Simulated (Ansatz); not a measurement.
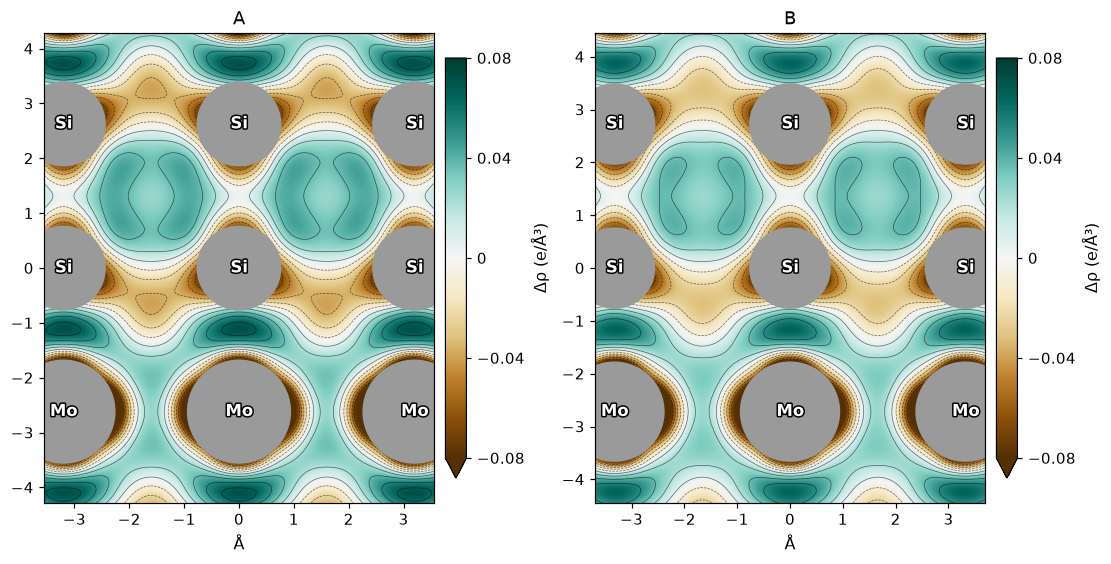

Si₂Mo: deformation density on the (100) plane of the conventional cell at two volumes, with the same fractional coordinates and one colour scale. Grey discs cover the cores.

Space group I4/mmm.

Computed with DFT PBE, scalar-relativistic, plane waves, PAW (Ansatz 0.2.0).

Q: How do the two volumes compare, and how does the bonding charge respond?

A: B is the larger cell: B has 112 % of the volume of A.
- From A to B, Si–Si goes from 2.61 to 2.71 Å, and Δρ at its midpoint from +0.03 to +0.02 e/Å³.
- From A to B, Mo–Si goes from 2.62 to 2.72 Å, and Δρ at its midpoint from +0.062 to +0.059 e/Å³.
- From A to B, Mo–Mo goes from 3.20 to 3.32 Å, and Δρ at its midpoint stays at +0.03 e/Å³.
- The pressure is 2 GPa in A and −17 GPa in B.
- The rearranged charge is 0.24 e an atom in A and 0.25 e in B.
- The scaled cell isn't relaxed: forces reach 0.4 eV/Å.
